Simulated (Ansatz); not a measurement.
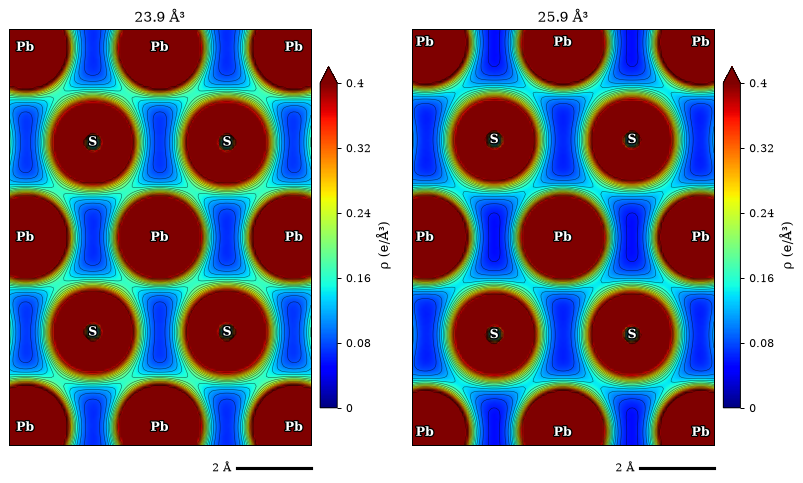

PbS. The valence charge density (pseudo) of cells scaled evenly to different volumes (given per atom above each panel), on the (011) plane of each (indices in the axes of the cell below), at one length scale and on one colour scale.

A structure from a database of computed crystals, not necessarily the ambient phase.

Level of theory: Ansatz 0.2.0, Kohn-Sham DFT of a periodic cell, PBE0, Ansatz PAW.

The density is the valence pseudo-density of a PAW calculation; it isn't the true density close to the nuclei.

The largest cell:

```yaml
crystal:
  lattice:
    - [3.72532, 0.00000, 0.00000]
    - [0.00000, 3.72532, 0.00000]
    - [0.00000, 0.00000, 3.72532]
  atoms:
    - { symbol: Pb, position: [0.00000, 0.00000, 0.00000] }
    - { symbol: S, position: [0.50000, 0.50000, 0.50000] }
```

| volume (Å³/atom) | Pb–S contact in the plane (Å) | ρ at its midpoint (e/Å³) | pressure (GPa) | 
| --- | --- | --- | --- |
| 23.90 | 3.143 | 0.166 | −1.4 | 
| 24.87 | 3.185 | ? | ? | 
| 25.85 | 3.226 | 0.143 | −3.9 | 

> Estimate the missing row, and compare with the calculation.

Over the known rows ln ρ falls by 1.80 per Å of Pb–S distance (the line through the two), which gives 0.154 e/Å³ at 3.185 Å; the calculation gives 0.153 e/Å³. For the pressure, a straight line in volume between the neighbouring rows gives −2.6 GPa; the calculation gives −1.9.
